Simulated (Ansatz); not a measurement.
## Electronic structure of Si2W in real space

The calculation's input:

```
crystal:
  lattice:
    - [-1.622969, 1.622969, 3.91495]
    - [1.622969, -1.622969, 3.91495]
    - [1.590831, 1.590831, -3.91495]
  atoms:
    - { symbol: W, position: [0.0, 0.0, 0.0] }
    - { symbol: Si, position: [0.6653, 0.6653, 0.0] }
    - { symbol: Si, position: [0.3347, 0.3347, 0.0] }
hamiltonian:
  xc: pbe
  pseudopotentials: { kind: paw }
kpoints:
  mp_grid: { grid: [10, 10, 10] }
scf:
  occupations: { method: fermi_dirac, width: 0.05 }
output:
  forces: true
  stress: true
  eigenvalues: true
  write_density: true
  write_potential: true
  elf: true
  volumetric_format: npy
```

Launched as:

```sh
ansatz run input.yaml --threads 2 --pin off --max-ram 5632MiB --backend cpu --events-out ev --progress --plain --runs-dir out
```

Below, planes, directions and counts refer to the conventional cell (a = 4.50 Å, b = 4.59 Å, c = 7.83 Å, α = 90.00°, β = 90.00°, γ = 90.00°).

Space group Fmmm; computed pressure about 3 GPa in this cell.

All numbers below come from Kohn-Sham DFT of a periodic cell, PBE, Ansatz PAW (Ansatz).

Core electrons are frozen (PAW), and the valence fields are smoothed inside the atomic spheres.

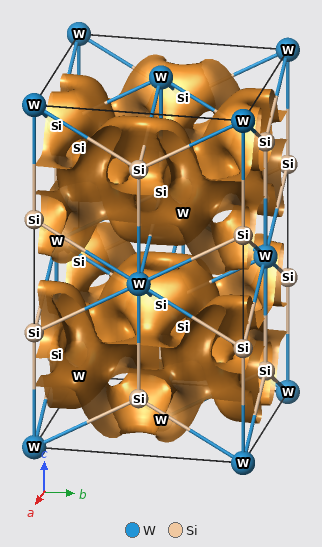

Figure 1. Isosurface of the ELF at 0.55 (orange), seen at an oblique angle. Only the valence region is drawn (cores and ρ < 0.01 e/Å³ removed). Sticks mark near contacts.

Describe the localisation domains.

Answer. The surface consists of sheets that run through the cell in two directions, counted in one cell of 12 atoms. Regions shared between cells count once. Along the contacts the grid gives the following. Si–W (2.60 Å): the ELF peaks at about 0.75 in the valence shell of Si, 0.9 Å from its nucleus, and is about 0.45 at the midpoint.

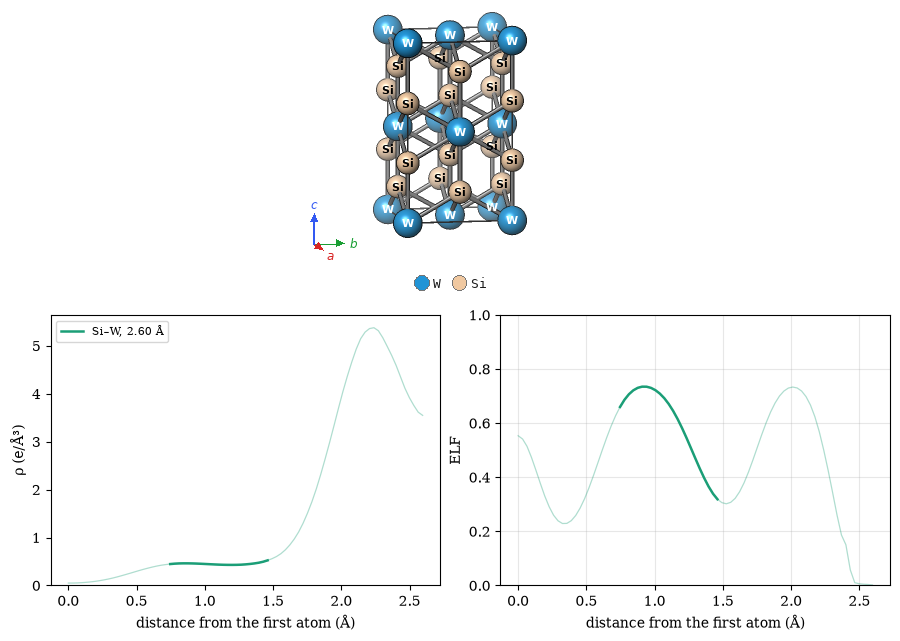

Figure 2. Valence electron density and electron localisation function along straight lines between neighbouring atoms. Thin, pale parts lie inside the atomic spheres. The structure is drawn too.

What can be read from the curves?

Answer. Si–W (2.60 Å): the density is about 0.44 e/Å³ at the midpoint; the ELF peaks at about 0.75 in the valence shell of Si, 0.9 Å from its nucleus, and is about 0.45 at the midpoint.

Does the calculation give a band gap?

Answer. It is gapless in this calculation (a metal or semimetal).
